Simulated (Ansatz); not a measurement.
**MoS2: a failed or faulty run and its cure**

System: MoS2 (P2₁/m, 6 atoms in the cell, total charge +4).
Method of the first run: DFT, PBE, dispersion d3bj, plane waves, PAW, no spin polarisation (Ansatz 0.2.0).

The structure derives from an entry of the Crystallography Open Database. Some settings of this run were made unusual or wrong on purpose. Text and figures count atoms from 1; the logs count them from 0 in places.

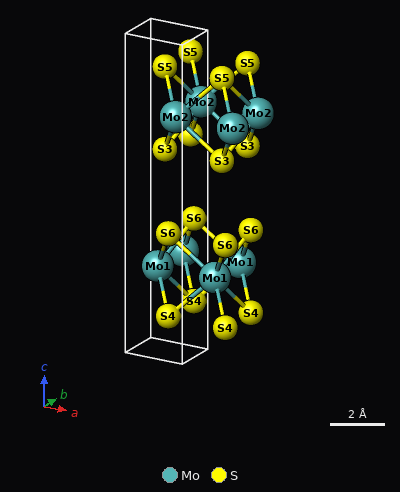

**Figure 1.** The structure as given in the input (ball-and-stick view of the cell of the calculation, repeated 2 × 2 × 1, seen slightly off an axis; atoms are numbered from 1 in the order of the input). An atom can appear more than once, as a periodic image. Near neighbours in the periodic cell (some may lie outside the picture): Mo has 6 S at 2.40 Å; S has 3 Mo at 2.40 Å.

### The input, the first run
```yaml
crystal:
  lattice:
    - [3.1493511256, 0.0, 0.0]
    - [-1.5746755628, 2.7274180802, 0.0]
    - [0.0, 0.0, 12.090753884]
  atoms:
    - { symbol: Mo, position: [0.2698281883, 0.6666666667, 0.25] }
    - { symbol: Mo, position: [0.7301718117, 0.3333333333, 0.75] }
    - { symbol: S, position: [0.3964048901, 0.6666666667, 0.6204905688] }
    - { symbol: S, position: [0.6035951099, 0.3333333333, 0.1204905688] }
    - { symbol: S, position: [0.3964048901, 0.6666666667, 0.8795094312] }
    - { symbol: S, position: [0.6035951099, 0.3333333333, 0.3795094312] }
basis:
  ecutwfc: 420
kpoints:
  mp_grid: { grid: [12, 12, 4] }
hamiltonian:
  xc: pbe
  dispersion: d3bj
scf:
  occupations: { method: gaussian, width: 0.05 }
  max_iter: 75
output:
  forces: true
  eigenvalues: true
  stress: true
total_charge: 4
```

Launched with:
```bash
ansatz run input.yaml --threads 2 --pin off --max-ram 5120MiB --backend cpu --events-out ev --progress --plain --runs-dir out
```

Hardware: 2 threads of Intel Xeon @ 2.50GHz (Skylake/Cascade Lake), 16 GiB of memory available, shared host.

### Output, shortened to warnings, some set-up lines, iterations and results (the first run)
```
Basis set: ecut = 420 eV, 2009 PW (Γ), exchange–correlation on 48×48×162 points (8 copies of the dense FFT grid, shifted against one another)
Symmetry: 4 space group operations
k-points: 222 of 576
Initial density: superposition of atomic densities (neutral atoms scaled as one to the charged cell's electrons: chi_scale 0, normalization atom), corrected by the library's trained network
[...]
SCF iter   1: F=—  HF=-13614.971250 eV  |F-HF|=—  |Δ(HF+E_count)|=         —  Δρ=3.71e-1  dr2=3.83e2  ethr=1.77e-3  ⟨swp⟩=7.8  Hψ=37704  notcnv=0
SCF iter   2: F=—  HF=-13575.819717 eV  |F-HF|=—  |Δ(HF+E_count)|=    3.92e1  Δρ=1.53e-1  dr2=3.81e1  ethr=1.77e-3  ⟨swp⟩=7.1  Hψ=25022  notcnv=0  defer=315
SCF iter   3: F=—  HF=-13569.880957 eV  |F-HF|=—  |Δ(HF+E_count)|=    5.94e0  Δρ=4.13e-2  dr2=6.79e0  ethr=1.77e-3  ⟨swp⟩=5.0  Hψ=17685  notcnv=0  defer=356
SCF iter   4: F=—  HF=-13568.543242 eV  |F-HF|=—  |Δ(HF+E_count)|=    1.34e0  Δρ=3.10e-2  dr2=2.12e0  ethr=1.77e-3  ⟨swp⟩=4.1  Hψ=17402  notcnv=0  defer=286
SCF iter   5: F=—  HF=-13568.250504 eV  |F-HF|=—  |Δ(HF+E_count)|=   2.93e-1  Δρ=1.45e-2  dr2=2.43e-1  ethr=1.77e-3  ⟨swp⟩=3.3  Hψ=11204  notcnv=0  defer=206
SCF iter   6: F=—  HF=-13568.248940 eV  |F-HF|=—  |Δ(HF+E_count)|=   1.56e-3  Δρ=6.22e-3  dr2=1.11e-1  ethr=5.06e-4  ⟨swp⟩=2.1  Hψ=11460  notcnv=0  defer=205
SCF iter   7: F=—  HF=-13568.255366 eV  |F-HF|=—  |Δ(HF+E_count)|=   6.43e-3  Δρ=3.02e-3  dr2=1.79e-2  ethr=2.30e-4  ⟨swp⟩=2.3  Hψ=9985  notcnv=0  defer=204
SCF iter   8: F=—  HF=-13568.255073 eV  |F-HF|=—  |Δ(HF+E_count)|=   2.93e-4  Δρ=1.10e-3  dr2=2.22e-3  ethr=3.74e-5  ⟨swp⟩=1.5  Hψ=7084  notcnv=0  defer=200
SCF iter   9: F=—  HF=-13568.255001 eV  |F-HF|=—  |Δ(HF+E_count)|=   7.24e-5  Δρ=2.88e-4  dr2=1.16e-4  ethr=4.62e-6  ⟨swp⟩=2.1  Hψ=8427  notcnv=0  defer=199
SCF iter  10: F=—  HF=-13568.254992 eV  |F-HF|=—  |Δ(HF+E_count)|=   8.79e-6  Δρ=2.18e-5  dr2=1.31e-6  ethr=2.41e-7  ⟨swp⟩=2.9  Hψ=12578  notcnv=0  defer=199
SCF iter  11: F=—  HF=-13568.254982 eV  |F-HF|=—  |Δ(HF+E_count)|=   1.00e-5  Δρ=4.21e-6  dr2=2.07e-8  ethr=2.08e-10  ⟨swp⟩=9.2  Hψ=37712  notcnv=0
SCF iter  12: F=-13568.254982 eV  HF=-13568.254982 eV  |F-HF|=4.02e-10  |Δ(HF+E_count)|=   1.28e-8  Δρ=9.46e-7  dr2=1.07e-9  ethr=4.31e-11  ⟨swp⟩=2.0  Hψ=22033  notcnv=0
SCF 1 converged in 12 iterations: F = -13568.254982 eV  dr2 = 1.07e-9
SCF converged after 12 iterations
Free energy (F): -13568.254982 eV
Harris-Foulkes:  -13568.254982 eV  (|F-HF|=4.02e-10)
Internal energy: -13568.243241 eV  (E = F + TS)
E sigma→0 (E₀):  -13568.249111 eV
Entropy (-TS):   -0.011741 eV (-1.957 meV/atom)
Fermi energy:    9.515363 eV
--- Per-component energies (eV) ---
  E_band       = -351.802039
  E_kinetic    = 1228.214148
  E_local      = -3717.452284  (includes V_loc(G=0)·N_el)
  E_nonlocal   = 385.090248
  E_hartree    = 1399.653720
  E_xc         = -709.531177
  E_vxc        = -748.151155  (∫ρ·V_xc dr)
  E_paw        = -8795.937263  (= ΣΔE_a)
  E_vpaw       = -298.811577  (= ΣTr[D̂ρ^β])
  E_aug_tail   = 0.000075  (compensation charges beyond the density's cutoff)
  E_ewald      = -3355.655367
  E_disp       = -2.625339  (pairwise vdW)
  E_smearing   = -0.011741  (= −TS)
  E_closure    = -0.000000  (closes the sum)
  E_deformation_potential = 70.337157  (in the stress; not in F)
  Σ components = -13568.254982   (vs F -13568.254982, Δ=0.00e0)
--- Forces (eV/Å), atoms counted from 1 ---
  atom   1  Mo    -0.14275304     0.03453786     0.00000000
  atom   2  Mo     0.14275304    -0.03453786    -0.00000000
  atom   3  S      0.03335854    -0.01215259    -0.98614635
  atom   4  S     -0.03335854     0.01215259    -0.98614635
  atom   5  S      0.03335854    -0.01215259     0.98614635
  atom   6  S     -0.03335854     0.01215259     0.98614635
  max |Σ_I F_I| component: 0.00e0 eV/Å
--- Stress (GPa, compression-positive) ---
       11.247397       0.331832       0.000000
        0.331832      11.434849       0.000000
        0.000000       0.000000       3.532251
  P = ⅓ Tr σ = 8.7382 GPa (87.382 kbar)
```

**What went wrong, and how is the input to be mended?**

The input was spoiled on purpose: a charge that the system can't hold (`total_charge`). The cell cannot bind or give up so many electrons; the background charge dominates. The run converged all the same; its numbers are those of the faulty input and shouldn't be used. The cell is charged and computed with a neutralising background, so its energy and pressure depend on the cell and aren't those of a real crystal.

A run of the same system that converges differs from this input as follows (lines with − go, lines with + come):
```diff
-  max_iter: 75
-total_charge: 4
```

### Output, shortened to warnings, some set-up lines, iterations and results (the second run)
```
Basis set: ecut = 420 eV, 2009 PW (Γ), exchange–correlation on 48×48×162 points (8 copies of the dense FFT grid, shifted against one another)
Symmetry: 4 space group operations
k-points: 222 of 576
Initial density: superposition of atomic densities (neutral atoms: chi_scale 0, normalization atom), corrected by the library's trained network
[...]
SCF iter   1: F=—  HF=-13528.056674 eV  |F-HF|=—  |Δ(HF+E_count)|=         —  Δρ=5.68e-3  dr2=9.03e-3  ethr=1.77e-3  ⟨swp⟩=6.7  Hψ=31089  notcnv=0
SCF iter   2: F=—  HF=-13528.064588 eV  |F-HF|=—  |Δ(HF+E_count)|=   7.91e-3  Δρ=3.23e-3  dr2=2.71e-3  ethr=1.74e-5  ⟨swp⟩=2.1  Hψ=13008  notcnv=0  defer=5
SCF iter   3: F=—  HF=-13528.069175 eV  |F-HF|=—  |Δ(HF+E_count)|=   4.59e-3  Δρ=2.10e-4  dr2=5.73e-5  ethr=5.21e-6  ⟨swp⟩=2.0  Hψ=10102  notcnv=0  defer=5
SCF iter   4: F=—  HF=-13528.069191 eV  |F-HF|=—  |Δ(HF+E_count)|=   1.56e-5  Δρ=7.65e-5  dr2=6.82e-6  ethr=1.10e-7  ⟨swp⟩=2.9  Hψ=12871  notcnv=0  defer=5
SCF iter   5: F=—  HF=-13528.069194 eV  |F-HF|=—  |Δ(HF+E_count)|=   3.29e-6  Δρ=1.26e-5  dr2=1.40e-7  ethr=1.31e-8  ⟨swp⟩=2.0  Hψ=9830  notcnv=0  defer=5
SCF iter   6: F=-13528.069194 eV  HF=-13528.069194 eV  |F-HF|=3.13e-9  |Δ(HF+E_count)|=   1.17e-7  Δρ=3.47e-6  dr2=1.79e-8  ethr=1.92e-10  ⟨swp⟩=7.9  Hψ=29729  notcnv=0
SCF 1 converged in 6 iterations: F = -13528.069194 eV  dr2 = 1.79e-8
SCF converged after 6 iterations
Free energy (F): -13528.069194 eV
Harris-Foulkes:  -13528.069194 eV  (|F-HF|=3.13e-9)
Internal energy: -13528.069194 eV  (E = F + TS)
E sigma→0 (E₀):  -13528.069194 eV
Fermi energy:    11.873877 eV
--- Per-component energies (eV) ---
  E_band       = -286.635423
  E_kinetic    = 1314.589977
  E_local      = -3761.905582  (includes V_loc(G=0)·N_el)
  E_nonlocal   = 398.593571
  E_hartree    = 1440.234946
  E_xc         = -758.104889
  E_vxc        = -811.524987  (∫ρ·V_xc dr)
  E_paw        = -8803.196592  (= ΣΔE_a)
  E_vpaw       = -306.852229  (= ΣTr[D̂ρ^β])
  E_aug_tail   = 0.000080  (compensation charges beyond the density's cutoff)
  E_ewald      = -3355.655367
  E_disp       = -2.625339  (pairwise vdW)
  E_smearing   = -0.000000  (= −TS)
  E_closure    = 0.000000  (closes the sum)
  Σ components = -13528.069194   (vs F -13528.069194, Δ=0.00e0)
--- Forces (eV/Å), atoms counted from 1 ---
  atom   1  Mo     0.08475267    -0.00995855    -0.00000000
  atom   2  Mo    -0.08475267     0.00995855     0.00000000
  atom   3  S     -0.02704838     0.02083637     0.03480148
  atom   4  S      0.02704838    -0.02083637     0.03480148
  atom   5  S     -0.02704838     0.02083637    -0.03480148
  atom   6  S      0.02704838    -0.02083637    -0.03480148
  max |Σ_I F_I| component: 1.04e-17 eV/Å
--- Stress (GPa, compression-positive) ---
        0.001968      -0.119577      -0.000000
       -0.119577       0.119072      -0.000000
       -0.000000      -0.000000       0.337415
  P = ⅓ Tr σ = 0.1528 GPa (1.528 kbar)
```

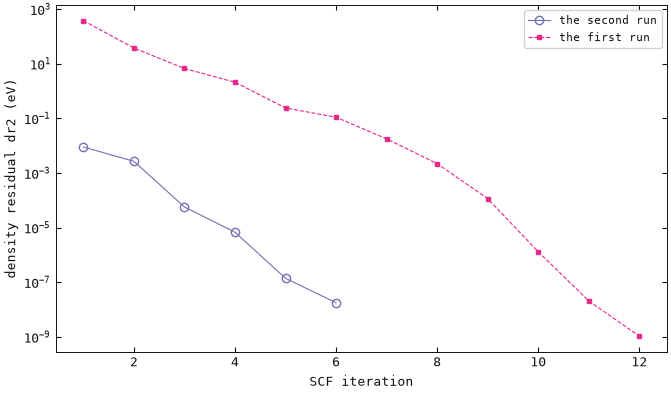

**Figure 2.** Convergence of the two runs: density residual dr2 against the SCF iteration. The second run takes 6 iterations in all, and the first run takes 12.

### The two runs side by side

| quantity | the first run | the second run |
| --- | --- | --- |
| outcome | converged | converged |
| free energy per atom (eV) | −2261.3758 | −2254.6782 |
| energy per atom, smearing taken to zero (eV) | −2261.3749 | −2254.6782 |
| gap on the mesh (eV) | 0.00 | 0.77 |
| pressure (GPa) | 8.74 | 0.15 |
| largest force (eV/Å) | 0.987 | 0.085 |
| SCF iterations | 12 | 6 |
| irreducible k-points | 222 | 222 |
| plane waves at Γ | 2009 | 2009 |
| wall time (shared host) | 25 s | 16 s |

The total energies belong to different systems, so their difference says nothing on which is more stable or more accurate. A gap of 0.77 eV opens on the mesh, where the first run has none. The pressure goes from 8.74 to 0.15 GPa. The largest force goes from 0.987 to 0.085 eV/Å. A charged cell is computed with a uniform neutralising background, so its energy and pressure depend on the cell and aren't those of a real crystal. The SCF takes 6 iterations against 12. On the same kind of shared host the second run took about 0.63 times as long.
